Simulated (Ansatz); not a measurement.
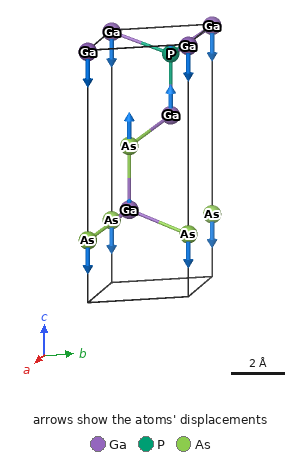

One vibrational mode of a crystal of Ga3As2P (a generated structure) at the zone centre. The blue arrows are the displacements of the atoms (eigenvector over the root of the mass), of arbitrary overall length and sign. Style: ball-and-stick. Shown: the cell of the calculation, slightly off an axis.

Level of theory: DFT PBE, scalar-relativistic, plane waves, PAW in Ansatz 0.2.0.

Input
```yaml
crystal:
  lattice:
    - [4.0049517147, 0.0, 0.0]
    - [-2.0024758573, 3.4683899259, 0.0]
    - [0.0, 0.0, 9.8156171629]
  atoms:
    - { symbol: Ga, position: [0.0, 0.0, 0.9934149267] }
    - { symbol: Ga, position: [0.3333333333, 0.6666666667, 0.6733542526] }
    - { symbol: Ga, position: [0.6666666667, 0.3333333333, 0.3334964805] }
    - { symbol: P, position: [0.3333333333, 0.6666666667, 0.9166876615] }
    - { symbol: As, position: [0.6666666667, 0.3333333333, 0.5862768279] }
    - { symbol: As, position: [0.0, 0.0, 0.2467698507] }
basis:
  ecutwfc: 420
kpoints:
  mp_grid: { grid: [12, 12, 4] }
hamiltonian:
  xc: pbe
scf:
  occupations: { method: fixed }
output:
  eigenvalues: true
phonons:
  method: dfpt
  dielectric: true
  rigid_motions: translations
  eigenvectors: true
  qmesh: [2, 2, 1]
  temperatures: { t_max: 1000, t_step: 100 }
  qpath:
    path:
      - [[0.0, 0.0, 0.0], [0.5, 0.0, 0.0], [0.33333333, 0.33333333, 0.0], [0.0, 0.0, 0.0], [0.0, 0.0, 0.5], [0.5, 0.0, 0.5], [0.33333333, 0.33333333, 0.5], [0.0, 0.0, 0.5]]
      - [[0.5, 0.0, 0.5], [0.5, 0.0, 0.0]]
      - [[0.33333333, 0.33333333, 0.5], [0.33333333, 0.33333333, 0.0]]
    npoints: 8
```

Command:
```bash
ansatz run input.yaml --threads 4 --pin off --max-ram 8192MiB --backend cpu --events-out ev --progress --plain --runs-dir out
```

Frequencies are those without the non-analytic (LO–TO) term.

What mode is this, and where does it lie in the spectrum?

This is the A₁ mode at 160 cm⁻¹, optical level 3 of 10, counted from below, infrared- and Raman-active by symmetry. The Ga (1a) and As (1a) sublattices move against the As (1c) and Ga (1b) and Ga (1c) and P sublattices, along c; the kinetic energy is shared as As 53 %, Ga 47 %. Its infrared intensity is 0.02 (D/Å)²/amu.
